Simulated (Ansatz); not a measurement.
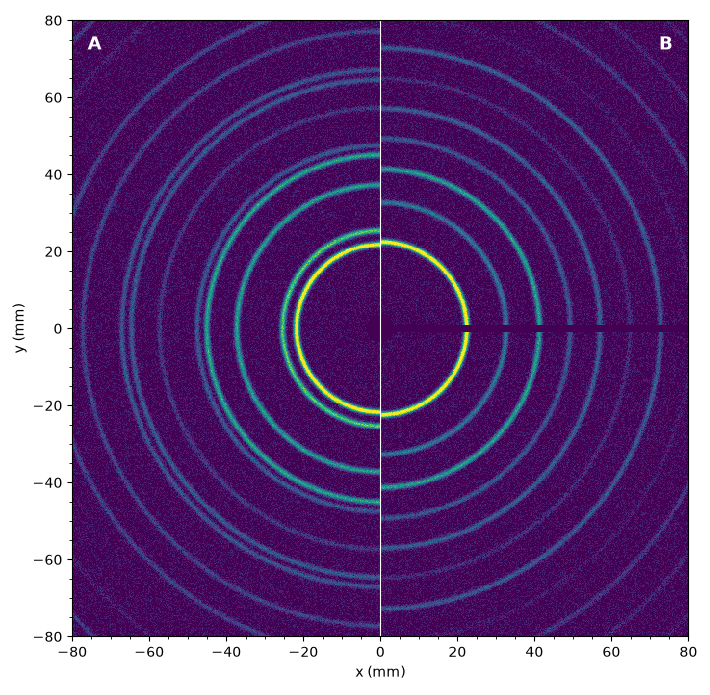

Simulated X-ray powder rings on a flat area detector normal to the beam: λ = 0.7107 Å, sample-to-detector distance 80 mm, axes in mm from the beam centre, for a fine-grained powder without texture. Kinematic intensities with B = 0.5 Å² for all atoms, without absorption; brightness goes as intensity to the power 0.6, clipped at the top, with counting noise. Reflections closer than the ring width show as one ring. The left and right halves show two different samples, each scaled to its strongest ring.

Structure 1:
```
Sc
1.0
     3.68554    0.00000    0.00000
     0.00000    3.68554    0.00000
     0.00000    0.00000    3.68554
Sc
2
Direct
  0.00000 0.00000 0.00000
  0.50000 0.50000 0.50000
```

Structure 2:
```
Sc
1.0
     4.64916    0.00000    0.00000
     0.00000    4.64916    0.00000
     0.00000    0.00000    4.64916
Sc
4
Direct
  0.00000 0.00000 0.00000
  0.00000 0.50000 0.50000
  0.50000 0.00000 0.50000
  0.50000 0.50000 0.00000
```

All cells are input geometries of electronic-structure calculations (not necessarily at equilibrium); the starting structure was generated, so it need not be a known form of this composition.

**Which structure gives which half?**

Half A is structure 2 (Sc): 111 at 21.8 mm (d = 2.68 Å), 200 at 25.4 mm (d = 2.32 Å), 220 at 37.3 mm (d = 1.644 Å), 311 at 45.0 mm (d = 1.402 Å).
Half B is structure 1 (Sc): 110 at 22.4 mm (d = 2.61 Å), 200 at 32.7 mm (d = 1.843 Å), 211 at 41.3 mm (d = 1.505 Å), 220 at 49.3 mm (d = 1.303 Å).
